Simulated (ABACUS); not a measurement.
**Single-point calculation at one volume of an equation of state, with input and output: BN (part 2 of 2)**

BN (P6₃mc, 4 atoms in the cell); Kohn-Sham DFT of a periodic cell, PBE, PseudoDojo NC SR 0.4.1 PBE standard, no spin polarisation (ABACUS 3.10.1); cutoff 1360.57 eV, 12×12×6 k-mesh, fermi-dirac of 0.05 eV. The structure derives from a Materials Project entry. It belongs to a series of runs on one base structure; here: volume scaled by 1.04. The settings are looser than a standard set-up, so the numbers are not reference values.

Geometry of the input (Å; fractional positions):
```
2.5875  0.0000  0.0000
-1.2938  2.2409  0.0000
0.0000  0.0000  4.2825
N  0.3333  0.6667  0.1253
N  0.6667  0.3333  0.6253
B  0.3333  0.6667  0.4997
B  0.6667  0.3333  0.9997
```

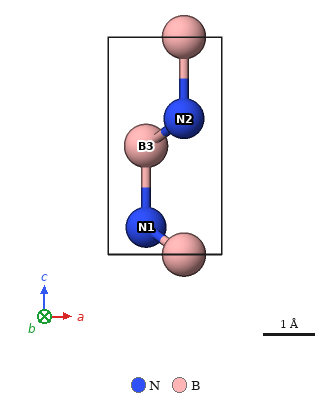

The structure (ball-and-stick view of the cell of the calculation, along the b axis; atoms are numbered from 1 in the order of the input).

The program's output, continued
```
----------------------------------------------------------
     Energy           Rydberg                 eV
----------------------------------------------------------
 E_KohnSham     -53.2960048845       -725.1293470654
 E_Harris       -51.5748682830       -701.7120822479
 E_Fermi        1.1719931647         15.9457850575
----------------------------------------------------------

 LCAO ALGORITHM --------------- ION=   1  ELEC=   2--------------------------------

 Density error is 0.0686199590042
----------------------------------------------------------
     Energy           Rydberg                 eV
----------------------------------------------------------
 E_KohnSham     -53.3692419643       -726.1257886554
 E_Harris       -54.1348870437       -736.5429243808
 E_Fermi        1.2496951951         17.0029754170
----------------------------------------------------------

 LCAO ALGORITHM --------------- ION=   1  ELEC=   3--------------------------------

 Density error is 0.0137831764704
----------------------------------------------------------
     Energy           Rydberg                 eV
----------------------------------------------------------
 E_KohnSham     -53.3834710797       -726.3193857016
 E_Harris       -53.2936439828       -725.0972253496
 E_Fermi        1.2415425995         16.8920536625
----------------------------------------------------------

 LCAO ALGORITHM --------------- ION=   1  ELEC=   4--------------------------------

 Density error is 0.000719266450837
----------------------------------------------------------
     Energy           Rydberg                 eV
----------------------------------------------------------
 E_KohnSham     -53.3834902602       -726.3196466667
 E_Harris       -53.3875193290       -726.3744649600
 E_Fermi        1.2494731462         16.9999542864
----------------------------------------------------------

 LCAO ALGORITHM --------------- ION=   1  ELEC=   5--------------------------------

 Density error is 0.000144757888004
----------------------------------------------------------
     Energy           Rydberg                 eV
----------------------------------------------------------
 E_KohnSham     -53.3834910595       -726.3196575411
 E_Harris       -53.3824061085       -726.3048960260
 E_Fermi        1.2495206433         17.0006005173
----------------------------------------------------------

 LCAO ALGORITHM --------------- ION=   1  ELEC=   6--------------------------------

 Density error is 2.79243109574e-06
----------------------------------------------------------
     Energy           Rydberg                 eV
----------------------------------------------------------
 E_KohnSham     -53.3834910629       -726.3196575878
 E_Harris       -53.3834811046       -726.3195220979
 E_Fermi        1.2496151431         17.0018862537
----------------------------------------------------------

 LCAO ALGORITHM --------------- ION=   1  ELEC=   7--------------------------------

 Density error is 4.93725491115e-07
----------------------------------------------------------
     Energy           Rydberg                 eV
----------------------------------------------------------
 E_KohnSham     -53.3834910629       -726.3196575878
 E_Harris       -53.3834976320       -726.3197469642
 E_Fermi        1.2496162242         17.0019009620
----------------------------------------------------------

 LCAO ALGORITHM --------------- ION=   1  ELEC=   8--------------------------------

 Density error is 1.68216169173e-07
----------------------------------------------------------
     Energy           Rydberg                 eV
----------------------------------------------------------
 E_KohnSham     -53.3834910629       -726.3196575878
 E_Harris       -53.3834888575       -726.3196275821
 E_Fermi        1.2496159985         17.0018978922
----------------------------------------------------------

 LCAO ALGORITHM --------------- ION=   1  ELEC=   9--------------------------------

 Density error is 3.30844652325e-08
----------------------------------------------------------
     Energy           Rydberg                 eV
----------------------------------------------------------
 E_KohnSham     -53.3834910629       -726.3196575878
 E_KS(sigma->0) -53.3834910629       -726.3196575878
 E_Harris       -53.3834915077       -726.3196636388
 E_band         3.1116947740         42.3367793639
 E_one_elec     8.5295881315         116.0510001817
 E_Hartree      7.0349781817         95.7157885767
 E_xc           -17.2001350356       -234.0198428530
 E_Ewald        -51.7479223406       -704.0666034931
 E_entropy(-TS) 0.0000000000         0.0000000000
 E_descf        0.0000000000         0.0000000000
 E_exx          0.0000000000         0.0000000000
 E_Fermi        1.2496160480         17.0018985649
----------------------------------------------------------

 charge density convergence is achieved
 final etot is -726.31965759 eV
 EFERMI = 17.001898565 eV

 STATE ENERGY(eV) AND OCCUPATIONS    NSPIN == 1
 1/76 kpoint (Cartesian) = 0.0000 0.0000 0.0000 (698 pws)
       1       -9.32620     0.00231481
       2       -5.42585     0.00231481
       3       0.184608     0.00231481
       4        8.31794     0.00231481
       5        8.31794     0.00231481
       6        10.2313     0.00231481
       7        10.5127     0.00231481
       8        10.5127     0.00231481
       9        19.3010    2.48251e-23
      10        19.3010    2.48251e-23
      11        19.3326    1.31846e-23
      12        20.9534    1.10100e-37

 2/76 kpoint (Cartesian) = -0.032206 0.018594 0.0000 (702 pws)
       1       -9.17682      0.0138889
       2       -5.32013      0.0138889
       3       0.320932      0.0138889
       4        7.64849      0.0138889
       5        8.04190      0.0138889
       6        9.93330      0.0138889
       7        10.0741      0.0138889
       8        10.3406      0.0138889
       9        19.1115    6.59068e-21
      10        19.5930    4.33519e-25
      11        19.6653    1.02083e-25
      12        21.4249    5.31331e-41

 3/76 kpoint (Cartesian) = -0.064411 0.037188 0.0000 (702 pws)
       1       -8.73532      0.0138889
       2       -5.01857      0.0138889
       3       0.723601      0.0138889
       4        6.05622      0.0138889
       5        7.39525      0.0138889
       6        8.50794      0.0138889
       7        9.61095      0.0138889
       8        9.88040      0.0138889
       9        19.0430    2.59451e-20
      10        20.1065    1.50242e-29
      11        20.3200    2.09999e-31
      12        22.1190    4.96886e-47

 4/76 kpoint (Cartesian) = -0.096617 0.055782 0.0000 (706 pws)
       1       -8.02510      0.0138889
       2       -4.57877      0.0138889
       3        1.37137      0.0138889
       4        4.21601      0.0138889
       5        6.67848      0.0138889
       6        6.74655      0.0138889
       7        8.86099      0.0138889
       8        9.29921      0.0138889
       9        19.1201    5.54870e-21
      10        20.5826    1.09877e-33
      11        21.1689    8.89035e-39
      12        22.3482    5.07090e-49

 5/76 kpoint (Cartesian) = -0.12882 0.074375 0.0000 (717 pws)
       1       -7.10052      0.0138889
       2       -4.14491      0.0138889
       3        2.20561      0.0138889
       4        2.61253      0.0138889
       5        5.02036      0.0138889
       6        6.08402      0.0138889
       7        7.87167      0.0138889
       8        8.77532      0.0138889
       9        19.3576    4.79930e-23
      10        20.8953    2.11226e-36
      11        21.8823    5.64419e-45
      12        22.5181    1.69707e-50

 6/76 kpoint (Cartesian) = -0.16103 0.092969 0.0000 (713 pws)
       1       -6.09862      0.0138889
       2       -4.00009      0.0138889
       3        1.60567      0.0138889
       4        3.07108      0.0138889
       5        3.69271      0.0138889
       6        5.70297      0.0138889
       7        6.80646      0.0138889
       8        8.42377      0.0138889
       9        19.7281    2.90407e-26
      10        20.8100    1.16375e-35
      11        22.3340    6.74490e-49
      12        22.8324    3.15751e-53

[... levels at 70 further k points ...]

 correction force for each atom along direction 1 is 0.00514708
 correction force for each atom along direction 2 is -0.00405967
 correction force for each atom along direction 3 is 1.64791e-07
------------------------------------------------------------------------------------------
 TOTAL-FORCE (eV/Angstrom)
------------------------------------------------------------------------------------------
                        N1         0.0000000000         0.0000000000         0.1511280114
                        N2         0.0000000000         0.0000000000         0.1511280114
                        B1         0.0000000000         0.0000000000        -0.1511280114
                        B2         0.0000000000         0.0000000000        -0.1511280114
------------------------------------------------------------------------------------------

----------------------------------------------------------------
 TOTAL-STRESS (KBAR)
----------------------------------------------------------------
        52.4100460260         0.0000000012         0.0000000000
         0.0000000012        52.4100460285         0.0000000000
         0.0000000000         0.0000000000        39.4518651931
----------------------------------------------------------------
 TOTAL-PRESSURE: 48.090652 KBAR

 --------------------------------------------
 !FINAL_ETOT_IS -726.3196575878263275 eV
 --------------------------------------------
```

Standard output
```
ABACUS v3.10.1

               Atomic-orbital Based Ab-initio Computation at UStc

 UNIFORM GRID DIM        : 32 * 32 * 54
 UNIFORM GRID DIM(BIG)   : 8 * 8 * 27
 ---------------------------------------------------------
 Self-consistent calculations for electrons
 ---------------------------------------------------------
 SPIN    KPOINTS         PROCESSORS  THREADS     NBASE
 1       76              4           4           16
 ---------------------------------------------------------
 Use Systematically Improvable Atomic bases
 ---------------------------------------------------------
 ELEMENT ORBITALS        NBASE       NATOM       XC
 N       1s1p-6au        4           2
 B       1s1p-7au        4           2
 ---------------------------------------------------------
 Initial plane wave basis and FFT box
 ---------------------------------------------------------
 -------------------------------------------
 SELF-CONSISTENT :
 -------------------------------------------
 START CHARGE      : atomic
 ITER       ETOT/eV          EDIFF/eV         DRHO     TIME/s
 GE1     -7.25129347e+02   0.00000000e+00   1.4783e-01   0.73
 GE2     -7.26125789e+02  -9.96441590e-01   6.8620e-02   0.72
 GE3     -7.26319386e+02  -1.93597046e-01   1.3783e-02   0.70
 GE4     -7.26319647e+02  -2.60965112e-04   7.1927e-04   0.69
 GE5     -7.26319658e+02  -1.08743802e-05   1.4476e-04   0.69
 GE6     -7.26319658e+02  -4.67349662e-08   2.7924e-06   0.70
 GE7     -7.26319658e+02  -2.99690326e-12   4.9373e-07   0.75
 GE8     -7.26319658e+02  -1.35344018e-11   1.6822e-07   0.89
 GE9     -7.26319658e+02  -1.83681168e-12   3.3084e-08   0.68
----------------------------------------------------------------
 TOTAL-STRESS (KBAR)
----------------------------------------------------------------
        52.4100460260         0.0000000012         0.0000000000
         0.0000000012        52.4100460285         0.0000000000
         0.0000000000         0.0000000000        39.4518651931
----------------------------------------------------------------
 TOTAL-PRESSURE: 48.090652 KBAR
```

Key numbers

| quantity | value |
| --- | --- |
| outcome | converged |
| space group (tolerance 0.01 Å) | P6₃mc (186) |
| electrons treated | 16 |
| free energy | −726.3197 eV |
| Fermi energy | 17.002 eV |
| gap on the k-point mesh | 8.35 eV |
| pressure | 4.81 GPa |
| largest force (length of the vector) | 0.151 eV/Å |
| hardware | 4 threads of Intel Xeon @ 2.50GHz (Skylake/Cascade Lake), 189 GiB of memory available, shared host |
| wall time | 9.1 s (CPU time 35 s) |
| peak memory | 0.36 GiB |

Settings chosen away from the usual ones: volume scaled by 1.04. The settings depart from the standard set-up of this series, which can bear on the numbers. Points of doubt noted for this run: home made orbitals.
